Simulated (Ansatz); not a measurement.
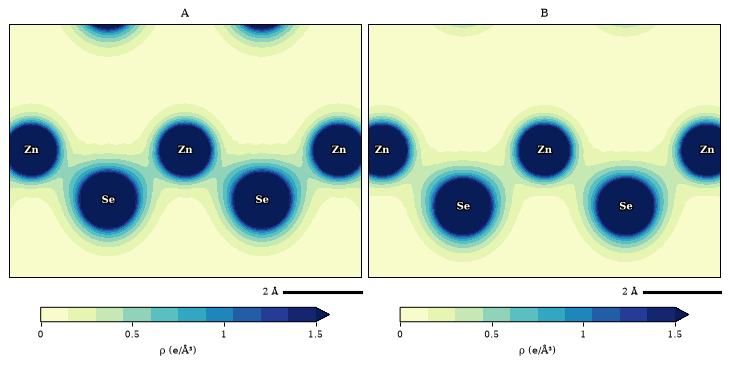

ZnSe. The valence charge density (pseudo) of two cells that differ in size and shape, on the (011̄) plane of each (indices in the axes of the calculation cell), at one length scale and on one colour scale: B has 26.6 Å³ an atom and A 20.8.

Space group I-4m2.

These are results of Ansatz 0.2.0, DFT r2SCAN, scalar-relativistic, plane waves, PAW, not measurements.

Core electrons are frozen (PAW), and the valence fields are smoothed inside the atomic spheres.

The larger cell:

```
Zn Se
1.0
     0.00000    2.94626    3.05958
     2.94626    0.00000    3.05958
     2.94626    2.94626    0.00000
Zn Se
1 1
Direct
  0.00000 0.00000 0.00000
  0.75000 0.75000 0.75000
```

The smaller cell: a = 4.019 Å, b = 4.019 Å, c = 3.686 Å, α = 62.71°, β = 62.71°, γ = 54.59°.

**What changes from the larger cell to the smaller?**

From the larger cell to the smaller, Zn–Se goes from 2.58 to 2.40 Å, and the density at its midpoint from 0.38 to 0.52 e/Å³; the pressure goes from −7 to 7 GPa; the Kohn–Sham gap goes from 1.2 eV to 1.8 eV.
